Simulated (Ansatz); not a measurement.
## Sensitivity of the G0W0 gap of P (layers cut from the bulk crystal)

Aim: change settings of a G0W0 run on P (layers cut from the bulk crystal) and see what moves.

Method: G0W0 on PBE, plane waves, PAW, in Ansatz 0.2.0.

**1. Set-up**

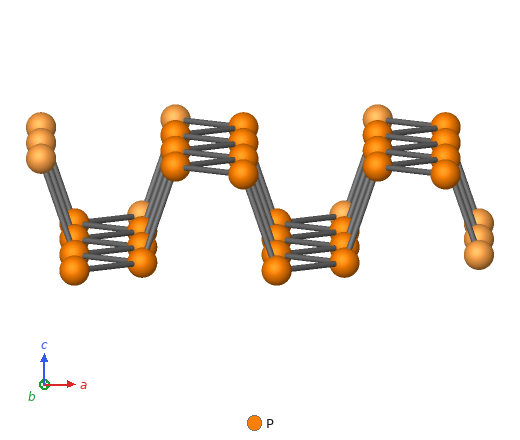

The starting structure, seen nearly edge on (phosphorus orange). 2×3×1 cells are drawn. Some periodic images of atoms are drawn too.

The cell holds 4 atoms: 4 P. Its edges and angles: a = 4.439 Å, b = 3.297 Å, c = 27.400 Å, α = 90.0°, β = 90.0°, γ = 90.0°. It derives from P. Vacuum lies along c.

The structure was relaxed with PBE-D3(BJ). The runs that relaxed it are not among those shown. The default PAW set here is soft_2. Its files were made with PBE. The Coulomb interaction is cut off across the vacuum.

**2. The base run: 6×8×1 mesh, 302 empty bands, screening to 48 eV**

Now the one-shot GW correction: screening in the RPA, then the self-energy of the levels asked for.

input.yaml reads:

```yaml
crystal:
  lattice:
    - [4.4390622987, 0.0, 0.0]
    - [0.0, 3.2970572555, 0.0]
    - [0.0, 0.0, 27.4]
  atoms:
    - { symbol: P, position: [0.4175124655, 0.3983795, 0.4612794121] }
    - { symbol: P, position: [0.0824875345, 0.8983795, 0.4612794121] }
    - { symbol: P, position: [0.9175124655, 0.8983795, 0.5387205879] }
    - { symbol: P, position: [0.5824875345, 0.3983795, 0.5387205879] }
  periodic: [true, true, false]
kpoints:
  mp_grid: { grid: [6, 8, 1] }
hamiltonian:
  xc: pbe
scf:
  occupations: { method: fixed }
gw:
  n_empty_bands: 302
  ecut_chi: 48.0
  qp_bands: [v2, c2]
  qp_kpoints: band_edges
  screening: { model: contour_deformation }
```

Run with:

```
$ ansatz run input.yaml --threads 2 --pin off --max-ram 92160MiB --backend cuda --events-out ev --progress --plain --runs-dir out --devices 1 --max-vram 13GiB  # rebuilt from the run's record
```

Numbers of over 12 decimals in the logs are rounded to 6 here.

What it wrote:

```text
GPUs: using 1 of 1 available (devices: 1).
Engine: ansatz 0.2.0, x86_64-unknown-linux-gnu
Pseudopotentials: kind: paw
Pseudopotential: P, paw, valence charge 5, recommended cutoff 420 eV (normal), P.paw.azcp
Functional definition: PBE
  parameter kappa = 0.804
  parameter beta = 0.066725
  exchange = pbe_x(kappa = kappa, mu = beta*pi^2/3)
  correlation = pbe_c(beta = beta)
device memory: the entry about to start is reckoned to put 1.5 GiB on a device that reports 55.8 GiB free (of which the cap on the GPU budget leaves the run 13.0 GiB)
GPU FFT provider: cuFFT
GPU libraries: cuBLAS 13.8.2, cuFFT 12.4.0, cuSOLVER 12.3.4
Crystal: 4 atoms, lattice volume = 401.022 Å³
Basis set: ecut = 420 eV, 7891 PW (Γ)
Bands: 14, of which v1, the nominal top of the filled ones, is band 10 counted from 1 (9 counted from 0)
Symmetry: 8 space group operations
Space group: Pmna (ITA 53), of the structure as read, at distance tolerance 7.4e-5 Å
k-points: 20 of 48
Non-local potential: P, projectors of the file, l = 0: 2, l = 1: 2, l = 2: 2
PAW form: soft (Blöchl's): semilocal exchange-correlation on the pseudo side does not see the compensation charge
PAW one-centre angular grid: P, 110 points (default); XC on 64 Gauss nodes
Initial density: superposition of atomic densities (neutral atoms: chi_scale 0, normalization atom), corrected by the library's trained network
Initial wavefunctions: pseudopotential atomic-orbital guess
GPU buffer pool allocated for 138240 grid points (all kernels)
GPU transforms: local potential and band sums: pruned to the plane-wave sphere, on 30×24×192
Functional: x = pbe(κ = 0.804, μ = 0.219515), c = pbe(β = 0.066725)
SCF iter   1: F=—  HF=-3022.630626 eV  |F-HF|=—  |Δ(HF+E_count)|=         —  Δρ=1.19e-3  dr2=6.68e-3  ethr=1.77e-3  ⟨swp⟩=7.2  Hψ=2110  notcnv=0  defer=36
preconditioner: auto → Resta (q_TF=auto, 1.655 Å⁻¹)  ε∞=1.9  [insulator: Δε(μ)=0.734 eV  Ē_g=8.842 eV  n_scr=28 (ndim 8)  ℏωp=8.3 eV  f_vac=0.756  ε∞_Penn≈1.9  vacuum switching on, ρ_ref=5.7e-3 e/Å³]
SCF iter   2: F=—  HF=-3022.629918 eV  |F-HF|=—  |Δ(HF+E_count)|=   7.08e-4  Δρ=5.13e-4  dr2=6.91e-4  ethr=3.34e-5  ⟨swp⟩=3.7  Hψ=911  notcnv=0  defer=40
SCF iter   3: F=—  HF=-3022.630034 eV  |F-HF|=—  |Δ(HF+E_count)|=   1.16e-4  Δρ=1.73e-4  dr2=8.63e-5  ethr=3.46e-6  ⟨swp⟩=2.9  Hψ=653  notcnv=0  defer=40
SCF iter   4: F=—  HF=-3022.630093 eV  |F-HF|=—  |Δ(HF+E_count)|=   5.87e-5  Δρ=3.66e-5  dr2=4.95e-6  ethr=4.32e-7  ⟨swp⟩=2.5  Hψ=519  notcnv=0  defer=40
SCF iter   5: F=—  HF=-3022.630098 eV  |F-HF|=—  |Δ(HF+E_count)|=   5.07e-6  Δρ=8.52e-6  dr2=2.00e-7  ethr=2.47e-8  ⟨swp⟩=3.0  Hψ=606  notcnv=0  defer=40
SCF iter   6: F=-3022.630098 eV  HF=-3022.630098 eV  |F-HF|=1.60e-9  |Δ(HF+E_count)|=   2.80e-7  Δρ=7.17e-7  dr2=3.36e-9  ethr=5.00e-10  ⟨swp⟩=11.0  Hψ=1789  notcnv=0
[...]
E_smearing   = -0.000000  (= −TS)
  E_closure    = -0.000000  (closes the sum)
  Σ components = -3022.630098   (vs F -3022.630098, Δ=0.00e0)
--- Band table (eV; the first three rows and the last of 20) ---
  k-point 0: bands = [... 6 lower, -8.4002, -6.7892, -6.7007, -4.9184, -4.1815, -3.3745, -2.2238, -1.4822]
  k-point 1: bands = [... 6 lower, -9.2633, -7.5174, -6.7013, -4.9758, -4.0022, -2.4095, -1.9643, -1.0103]
  k-point 2: bands = [... 6 lower, -8.9728, -7.8885, -6.6109, -5.3909, -3.6754, -3.4787, -1.6629, -1.3122]
  k-point 19: bands = [... 6 lower, -9.7816, -9.7816, -6.2211, -6.2211, -2.5188, -2.5188, -0.6759, -0.6759]
--- G₀W₀: contour deformation, 7 samples at zero and on the imaginary axis and 1 off it, 48 q-points, 302 empty bands' worth ---
  eigenvalues of the whole cell's RPA ε∞ on this k-mesh (on a slab, of 1 + 4πα/V) = 1.1595, 3.2662, 6.2285; static W/v taken at q = 0 is 0.444186
  gw.qp_kpoints: band_edges: 10 of 20 stored k-points solved, in 1 pass; an edge of the gap read off the rows below is read off those points alone
    valence top: of the k-points left out ik 11 came nearest to being solved in a further pass, in band 10 (counted from 1, as in the quasiparticle table): it holds the edge there only if its correction is more favourable than any solved in that band by at least 0.654 eV; those differ by 0.122 eV
    conduction bottom: of the k-points left out ik 4 came nearest to being solved in a further pass, in band 11 (counted from 1, as in the quasiparticle table): it holds the edge there only if its correction is more favourable than any solved in that band by at least 0.532 eV; those differ by 0.194 eV
  `?` marks the rows in doubt; gw_qp.tsv's column doubts and the gw_qp event give each row's grounds
    ik  band        ε_KS         Σx   Σc(E_QP)       V_xc       Z   E_QP_lin       E_QP  E_QP is
     0     9     -6.7007   -16.9149     1.7890   -15.0190  0.6906    -6.8086    -6.8076  root
     0    10     -4.9184   -15.1080     1.1886   -13.7560  0.6921    -5.0841    -5.0817  root
     0    11     -4.1815    -7.7240    -3.0682   -11.2889  0.7050    -3.6468    -3.6848  root
     0    12     -3.3745    -7.9106    -3.8525   -12.3670  0.7036    -2.6957    -2.7705  root
     1     9     -6.7013   -14.8508     2.0767   -12.4413  0.6647    -7.0495    -7.0340  root
     1    10     -4.9758   -15.4889     1.2971   -14.0346  0.6903    -5.1352    -5.1330  root
     1    11     -4.0022    -7.6784    -3.1632   -11.3508  0.7039    -3.4530    -3.4929  root
     1    12     -2.4095    -8.6795    -4.1171   -13.4431  0.6809    -1.6603    -1.7630  root ?
     2     9     -6.6109   -15.2879     2.0562   -12.9286  0.6701    -6.9256    -6.9139  root
[...]
10    11     -3.0206    -9.3786    -3.9533   -14.0085  0.7010    -2.2147    -2.3440  root ?
[...]
16    11     -2.2032    -8.7587    -4.1944   -13.6201  0.6830    -1.4188    -1.5361  root ?
    16    12     -2.2032    -8.7587    -4.1944   -13.6201  0.6830    -1.4188    -1.5361  root ?
    19     9     -6.2211   -15.4961     1.9699   -13.2469  0.6727    -6.5093    -6.5004  root
    19    10     -6.2211   -15.4961     1.9699   -13.2469  0.6727    -6.5093    -6.5004  root
    19    11     -2.5188    -7.4340    -3.8453   -11.8589  0.6923    -1.8740    -1.9392  root
    19    12     -2.5188    -7.4340    -3.8453   -11.8589  0.6923    -1.8740    -1.9392  root
[key lines of the parts left out:]
SCF converged after 6 iterations
Free energy (F): -3022.630098 eV
Fermi energy:    -4.918360 eV
```

Wall time 53 s (1 × NVIDIA H100 80GB HBM3 (shared by 6 runs) with 2 threads of AMD EPYC 7R13 (Zen 3), shared host); peak memory 2.2 GiB; 78 s of CPU time.

The column dr2 measures how far the density is from self-consistency, as an energy; F and HF (Harris–Foulkes) agree once it is small.

Numbers from this step:

| Quantity | Value |
| --- | --- |
| bands summed | 312 |
| plane waves in the screening matrix | 309 |
| q-points in the mesh | 48 |
| G0W0 gap on the mesh | 1.397 eV |
| k of the valence top | 0, 0, 0 |
| k of the conduction bottom | 0, 0, 0 |
| starting gap on the mesh | 0.7369 eV |
| Z at the valence top | 0.6921 |
| Z at the conduction bottom | 0.7050 |
| least direct G0W0 gap on the computed points | 1.397 eV |

The gap on the mesh goes from 0.74 eV to 1.40 eV, a correction of +0.66 eV. Between the two edge states, bare exchange in place of the xc potential would open the gap by 4.92 eV, and correlation takes back 4.26 eV.

**3. Variant: frequency model**

Changes to input.yaml since step 2:

```diff
@@ -22,2 +22,2 @@
   qp_kpoints: band_edges
-  screening: { model: contour_deformation }
+  screening: { model: godby_needs }
```

What it wrote:

```text
GPUs: using 1 of 1 available (devices: 1).
[...]
GPU FFT provider: cuFFT
GPU libraries: cuBLAS 13.8.2, cuFFT 12.4.0, cuSOLVER 12.3.4
Crystal: 4 atoms, lattice volume = 401.022 Å³
Basis set: ecut = 420 eV, 7891 PW (Γ)
Bands: 14, of which v1, the nominal top of the filled ones, is band 10 counted from 1 (9 counted from 0)
[... 1 set-up line as in the run before ...]
[...]
k-points: 20 of 48
[...]
GPU buffer pool allocated for 138240 grid points (all kernels)
[...]
SCF iter   1: F=—  HF=-3022.630626 eV  |F-HF|=—  |Δ(HF+E_count)|=         —  Δρ=1.19e-3  dr2=6.68e-3  ethr=1.77e-3  ⟨swp⟩=7.2  Hψ=2110  notcnv=0  defer=36
[...]
SCF iter   6: F=-3022.630098 eV  HF=-3022.630098 eV  |F-HF|=1.60e-9  |Δ(HF+E_count)|=   2.80e-7  Δρ=7.17e-7  dr2=3.36e-9  ethr=5.00e-10  ⟨swp⟩=11.0  Hψ=1789  notcnv=0
SCF 1 converged in 6 iterations: F = -3022.630098 eV  dr2 = 3.36e-9
[...]
NSCF: frozen V_eff on 20 k-points, pencils in batches of 32, up to order 56
[...]
NSCF: frozen V_eff on 20 k-points
G₀W₀ screening: q 1/20
[... further progress lines ...]
SCF converged after 6 iterations
Free energy (F): -3022.630098 eV
[...]
Internal energy: -3022.630098 eV  (E = F + TS)
E sigma→0 (E₀):  -3022.630098 eV
Fermi energy:    -4.918360 eV
[...]
--- Band table (eV; the first three rows and the last of 20) ---
  k-point 0: bands = [... 6 lower, -8.4002, -6.7892, -6.7007, -4.9184, -4.1815, -3.3745, -2.2238, -1.4822]
  k-point 1: bands = [... 6 lower, -9.2633, -7.5174, -6.7013, -4.9758, -4.0022, -2.4095, -1.9643, -1.0103]
  k-point 2: bands = [... 6 lower, -8.9728, -7.8885, -6.6109, -5.3909, -3.6754, -3.4787, -1.6629, -1.3122]
  k-point 19: bands = [... 6 lower, -9.7816, -9.7816, -6.2211, -6.2211, -2.5188, -2.5188, -0.6759, -0.6759]
--- G₀W₀: ω_p = 20.6804 eV, 48 q-points, 302 empty bands' worth ---
[...]
GN-PPA: 1038998/4417683 pairs with Re ω̃² < 0 across q-mesh
[...]
0     9     -6.7007   -16.9149     1.7946   -15.0190  0.7533    -6.8020    -6.8019  root
     0    10     -4.9184   -15.1080     1.1764   -13.7560  0.7519    -5.0942    -5.0939  root
     0    11     -4.1815    -7.7240    -3.0048   -11.2889  0.7653    -3.6180    -3.6215  root
     0    12     -3.3745    -7.9106    -3.7437   -12.3670  0.7661    -2.6551    -2.6617  root
     1     9     -6.7013   -14.8508     1.9922   -12.4413  0.7426    -7.1212    -7.1185  root
     1    10     -4.9758   -15.4889     1.2870   -14.0346  0.7503    -5.1434    -5.1431  root
     1    11     -4.0022    -7.6784    -3.0960   -11.3508  0.7650    -3.4218    -3.4258  root
     1    12     -2.4095    -8.6795    -3.9464   -13.4431  0.7515    -1.5829    -1.5923  root
[...]
19     9     -6.2211   -15.4961     1.9243   -13.2469  0.7405    -6.5474    -6.5460  root
    19    10     -6.2211   -15.4961     1.9243   -13.2469  0.7405    -6.5474    -6.5460  root
    19    11     -2.5188    -7.4340    -3.7325   -11.8589  0.7615    -1.8198    -1.8264  root
    19    12     -2.5188    -7.4340    -3.7325   -11.8589  0.7615    -1.8198    -1.8264  root
```

Wall time 35 s (1 × NVIDIA H100 80GB HBM3 (shared by 6 runs) with 2 threads); peak memory 2.4 GiB.

The G0W0 gap on the mesh is 1.472 eV.

Against the base:

| setting | base | variant |
| --- | --- | --- |
| frequency model | contour deformation | plasmon pole |

| quantity | variant | base |
| --- | --- | --- |
| starting gap on the mesh | 0.737 | 0.737 |
| G0W0 gap on the mesh | 1.472 | 1.397 |
| least direct G0W0 gap on the computed points | 1.472 | 1.397 |
| Z at the valence top | 0.752 | 0.692 |
| Z at the conduction bottom | 0.765 | 0.705 |

**4. Results**

| Property | Result |
| --- | --- |
| base | 1.40 eV, 53 s |
| frequency model | 1.47 eV, 35 s |

**Reading.** Frequency model: the gap moves by +0.08 eV. All runs here use a coarse mesh and modest cutoffs; they test settings and are not final values. The mesh in the plane is coarse for a sheet; gap and any exciton binding can still move on denser ones.

[Paths, hosts, dates, memory and timing lines, banners, echoed tables and standing remarks are left out of the program output.]

[Logs are printed without paths, hosts, clocks, repeated set-up lines and the standing remarks that a program may print on its own settings, such as how far it seeks lower states.]

[Runs of the session that timed out or met a known fault of the program may be left out.]

[Cells called generated may have been cut or substituted from an entry of the Crystallography Open Database or the Materials Project.]

[Hosts, paths, dates, database ids (printed as entryN), source tags and the programs' standing remarks are cut or masked in the printed files.]
